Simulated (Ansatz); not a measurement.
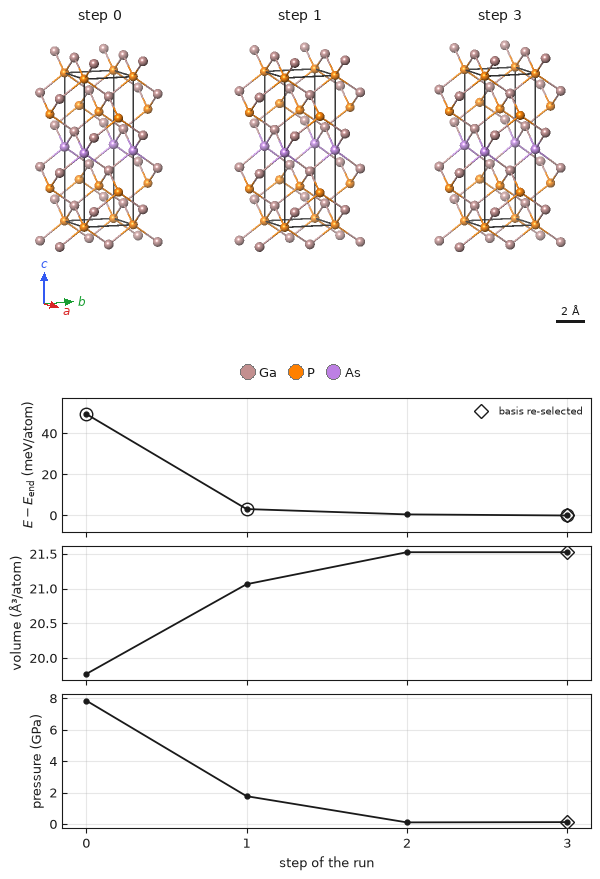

Frames of a relaxation of crystalline Ga$_{4}$AsP$_{3}$ (a generated structure, set up in P-4m2) (coarse preliminary run), marked on the history of the run. A ball-and-stick model of the cell of the calculation, seen slightly off an axis.

These are results of DFT PBE, scalar-relativistic, plane waves, PAW (Ansatz 0.2.0), not measurements.

The input:
```yaml
crystal:
  lattice:
    - [3.82405086, 0.0, 0.0]
    - [0.0, 3.82405086, 0.0]
    - [0.0, 0.0, 10.81604918]
  atoms:
    - { symbol: Ga, position: [0.5, 0.0, 0.625] }
    - { symbol: Ga, position: [0.0, 0.5, 0.875] }
    - { symbol: Ga, position: [0.5, 0.0, 0.125] }
    - { symbol: Ga, position: [0.0, 0.5, 0.375] }
    - { symbol: P, position: [0.0, 0.0, 0.0] }
    - { symbol: P, position: [0.5, 0.5, 0.25] }
    - { symbol: P, position: [0.5, 0.5, 0.75] }
    - { symbol: As, position: [0.0, 0.0, 0.5] }
basis:
  ecutwfc: 420
kpoints:
  mp_grid: { grid: [4, 4, 2] }
hamiltonian:
  xc: pbe
scf:
  occupations: { method: gaussian, width: 0.1 }
  lower_state_search: "off"
output:
  forces: true
  stress: true
  eigenvalues: true
relax:
  adjacent_minimum: "off"
  f_tol: 0.04
  max_steps: 70
  cell: { stress_tol: 0.4 }
```

Run as
```bash
ansatz run input.yaml --threads 1 --pin off --max-ram 2560MiB --backend cpu --events-out ev --progress --plain --runs-dir out
```

Question: What happens along the run?

Answer: The largest moves relative to the cell, 0.073 Å, are those of Ga1 and Ga4. Ga4 goes along −c. By element the largest moves are Ga 0.073 Å, P 0.047 Å. As stays in place. The volume changes by +8.9 %, with a = b 3.824 → 3.949 Å (+3.3 %), c 10.816 → 11.045 Å (+2.1 %). Among the contacts that change: Ga1–As8 2.342 → 2.452 Å, Ga2–P5 2.342 → 2.395 Å, Ga1–P7 2.342 → 2.394 Å. Among the angles between lasting bonds that change: Ga1–As8–Ga1 109.5° → 107.3°, As8–Ga4–As8 109.5° → 107.3°. The space group stays P-4m2 (No. 115). Over 2 accepted moves (3 points after the start) the energy falls by 49.5 meV per atom. The largest force component goes from 0.92 to 0.031 eV/Å. Pressure: 7.86 GPa at the start and 0.13 GPa at the end. At 1 point the geometry stayed and the basis and grid were re-selected for the new cell (energy shift of 0.5 meV per atom at most each time). From step 0 to 1: Ga atoms move most (0.08 Å), volume +6.5 %, energy −46.3 meV per atom. From step 1 to 3: volume +2.2 %, energy −3.1 meV per atom.

```csv
step,"E − E(0), meV/atom","largest force component, eV/Å","pressure, GPa","volume, Å³/atom",note
0,0.00,0.9156,7.86,19.771,
1,-46.34,0.0490,1.78,21.064,
2,-48.94,0.0311,0.11,21.525,
3,-49.47,0.0314,0.13,21.525,"same geometry, new basis"
```
